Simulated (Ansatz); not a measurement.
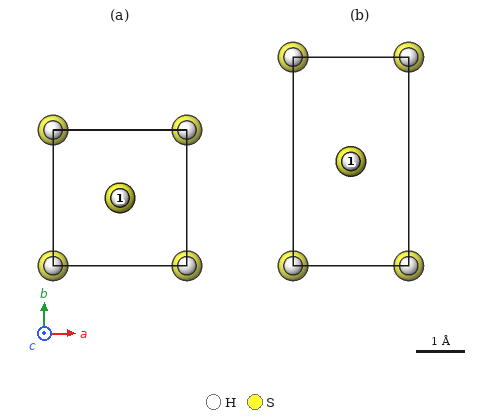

The structure of crystalline HS (a generated structure, set up in Imm2) before (left) and after (right) a relaxation, at one scale.

A ball-and-stick model of the conventional cell (2 times the calculation's cell), seen along the c axis. Lengths and directions refer to the drawn axes.

Case: Cl → S on all its sites, cell and atoms relaxed.

These are results of DFT PBE, scalar-relativistic, plane waves, PAW in Ansatz 0.2.0, not measurements.

Input file:
```yaml
crystal:
  lattice:
    - [-1.413352272, 1.4328843497, 3.501476383]
    - [1.413352272, -1.4328843497, 3.501476383]
    - [1.413352272, 1.4328843497, -3.501476383]
  atoms:
    - { symbol: H, position: [0.7371819929, 0.7371819929, 0.0] }
    - { symbol: S, position: [0.9308180071, 0.9308180071, 0.0] }
basis:
  ecutwfc: 420
kpoints:
  mp_grid: { grid: [20, 20, 20] }
hamiltonian:
  xc: pbe
scf:
  occupations: { method: gaussian, width: 0.1 }
output:
  forces: true
  stress: true
  eigenvalues: true
relax:
  adjacent_minimum: "off"
  f_tol: 0.01
  max_steps: 60
  cell: { stress_tol: 0.1 }
```

Describe what moved and what it gained.

The run was cut off at its time limit before the program reported convergence, but its last step already meets the force threshold: the largest component is 0.0074 eV/Å against 0.01 eV/Å. The pressure is within 0.04 GPa of its target. The largest moves relative to the cell, 0.065 Å, are those of H1 and S2. H1 goes along +c. Largest moves by element: H 0.065 Å, S 0.065 Å. Cell: a 2.827 → 2.442 Å (−13.6 %), b 2.866 → 4.406 Å (+53.7 %), c 7.003 → 6.340 Å (−9.5 %). Volume +20.3 %. Near-neighbour distances that change, for instance: S2–S2 2.866 → 4.406 Å, S2–S2 (another image) 2.827 → 2.442 Å. The space group stays Imm2 (No. 44). The energy falls by 112 meV per atom in 16 accepted moves (18 points after the start). Largest force component: 0.0072 eV/Å at the start, 0.0074 eV/Å at the end. The pressure goes from −0.08 to 0.04 GPa. The SCF was repeated twice at an unchanged geometry on a basis and grid sized afresh for the cell, which shifted the energy by 10.1 meV per atom at most.
